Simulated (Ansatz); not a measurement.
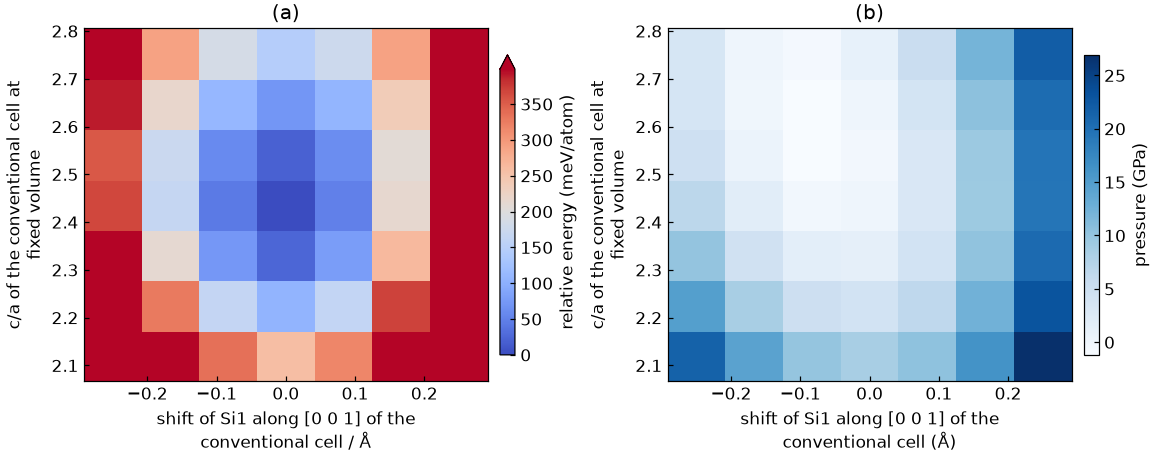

Si2W (I4/mmm, No. 139; 3 atoms in the cell). 
- The energy is mapped over a free internal coordinate and the cell.
- First axis: shift of Si1 along [0 0 1] of the conventional cell, Cartesian (0 0 1), its symmetry partners moved as symmetry demands (measured in the relaxed cell). Second axis: c/a of the conventional cell at fixed volume.
- Nothing is relaxed (all other coordinates fixed).
- Grid: 7 × 7 points.
- Points are written as (first, second).
- Energies are in meV/atom, from the lowest grid point.
- These are results of DFT PBE, scalar-relativistic, plane waves, PAW in Ansatz, not measurements. Settings: cutoff 420 eV, k-mesh 18×18×18, gaussian smearing 0.15 eV, no spin polarisation.

Panel (a) is the energy; panel (b) is the computed pressure, in GPa.

Drawn: one coloured cell a grid point, one colour for all values above the top of the scale.

How does the pressure vary over the map, and what is it at the lowest grid point?

Answer. It runs from −1.2 GPa at (−0.083 Å, 2.647) to 26.9 GPa at (0.250 Å, 2.119). At the lowest grid point, (0.000 Å, 2.436), it is 0.0 GPa.

PAW datasets: the set soft_1.
